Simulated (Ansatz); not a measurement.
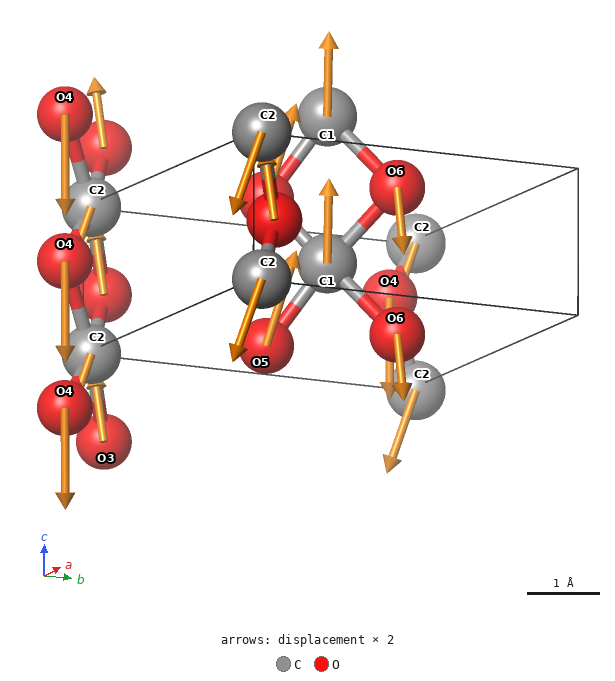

This is a relaxation of a crystal of CO$_{2}$ (built on the MgF2-58 type type). The starting structure is drawn; orange arrows show the displacements (the part carried along by the change of the cell is left out), 2 times their true length.

A ball-and-stick model of the cell of the calculation, seen from a free direction.

Case: shaken.

Method: DFT, PBEsol, plane waves, PAW in Ansatz. Settings: plane-wave cutoff 420 eV; k-point mesh 4 × 4 × 8; occupations fermi dirac; smearing width 0.05 eV; no spin polarisation; cell and atoms relaxed; force threshold 0.01 eV/Å; at most 120 steps.

Question: What happened in the run?

Answer: The energy falls by 1236 meV per atom in 43 accepted moves (58 points after the start). Largest force component: 5.9 eV/Å at the start, 0.0023 eV/Å at the end. The pressure goes from 12.81 to 0.00 GPa. The line search rejected the trial steps at points 14, 44 of the run. The SCF was repeated 13 times at an unchanged geometry on a basis and grid sized afresh for the cell, which shifted the energy by 19.5 meV per atom at most. The atom that moves furthest relative to the cell is O4 (0.72 Å roughly along −c). By element the largest moves are O 0.72 Å, C 0.62 Å. The volume changes by +38.6 %, with a 4.999 → 5.460 Å (+9.2 %), b 5.135 → 6.017 Å (+17.2 %), c 2.119 → 2.294 Å (+8.3 %), α 89.3° → 89.8°, β 90.0° → 89.8°, γ 89.2° → 90.0°. Some distances before and after: C2–O3 1.567 → 2.579 Å, C1–O6 1.579 → 2.579 Å, C2–O3 (another image) 1.482 → 1.178 Å, C1–O6 (another image) 1.463 → 1.178 Å. Bonds break: C1–O6 (1.58 → 2.58 Å), C2–O3 (1.57 → 2.58 Å). Among the angles between lasting bonds that change: O5–C1–O6 167.4° → 125.0°, O3–C2–O4 164.1° → 125.0°, O3–C2–O4 87.7° → 125.0°. The space group stays P1 (No. 1).
